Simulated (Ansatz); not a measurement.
Given this structure:

```yaml
crystal:
  lattice:
    - [3.18518, 0.00000, 0.00000]
    - [-1.59259, 2.75844, 0.00000]
    - [0.00000, 0.00000, 22.31499]
  atoms:
    - { symbol: Mo, position: [0.00000, 0.00000, 0.00022] }
    - { symbol: S, position: [0.33333, 0.66667, 0.26353] }
    - { symbol: S, position: [0.66667, 0.33333, 0.07024] }
    - { symbol: Mo, position: [0.66667, 0.33333, 0.33356] }
    - { symbol: S, position: [0.00000, 0.00000, 0.59687] }
    - { symbol: S, position: [0.33333, 0.66667, 0.40358] }
    - { symbol: Mo, position: [0.33333, 0.66667, 0.66689] }
    - { symbol: S, position: [0.66667, 0.33333, 0.93020] }
    - { symbol: S, position: [0.00000, 0.00000, 0.73691] }
```

Interpret the file: composition, symmetry and coordination.

Answer. The material is MoS2. The structure has R3m (No. 160) symmetry and a rhombohedral (trigonal R) lattice. Atoms per cell: 9 (3 Mo, 6 S). Mo is linked to six S in a trigonal prismatic arrangement at 2.41 Å. S is linked to three Mo in a trigonal pyramidal arrangement at 2.41 Å. Not all metal-metal contacts are counted. The bonds build MoS2 layers parallel to (001).

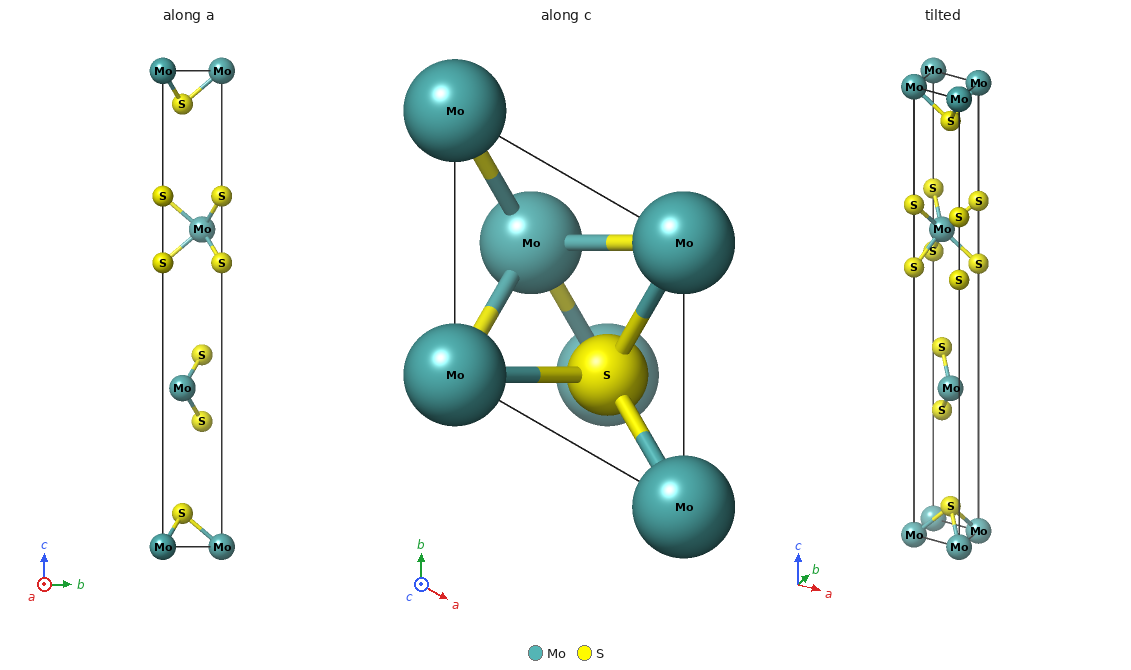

We look at a ball-and-stick model of the crystal along the a axis, along the c axis and slightly off an axis. The parallelepiped is the conventional unit cell. Colours: molybdenum teal, sulfur yellow.

Source of the structure: a structure listed in the Materials Project. Earlier steps of the study, as a rule a relaxation of our own, may have changed the cell and positions, so they can lie some per cent off the listed ones. A calculation with Ansatz used it as input.
